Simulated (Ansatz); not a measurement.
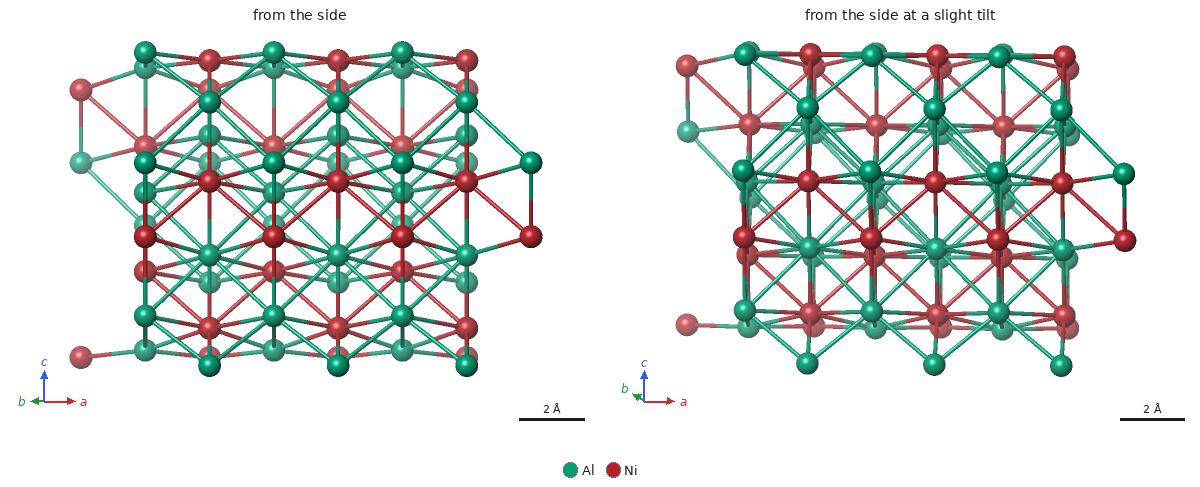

A ball-and-stick picture of a periodic slab, seen from the side and from the side at a slight tilt. The surface normal points up in side views; the vacuum is left out. 3×1 cells are drawn in the plane, with atoms at the edges repeated.

The cell holds 12 Al, 8 Ni. The slab was cut from bulk Al3Ni2 (P-3m1).

Question: What is the slab's thickness, atom centre to atom centre?

Answer: About 10 Å from the lowest to the highest atom.

Question: Give the Miller indices of the face.

Answer: (0 1 1).

Level of theory: DFT PBEsol, scalar-relativistic, plane waves, PAW in Ansatz 0.2.0. Settings were E_cut = 420 eV, k-points on a 9×6×1 grid, Gaussian smearing of 0.1 eV, no spin polarisation (a spin-restricted run, not always the ground state).

Question: Estimate the work function for the two faces.

Answer: 4.40 eV on both faces.

The structure comes from a structure listed in the Materials Project, from which a slab was cut. The atoms were relaxed in a fixed cell with Ansatz 0.2.0, DFT PBEsol, scalar-relativistic, plane waves, PAW.
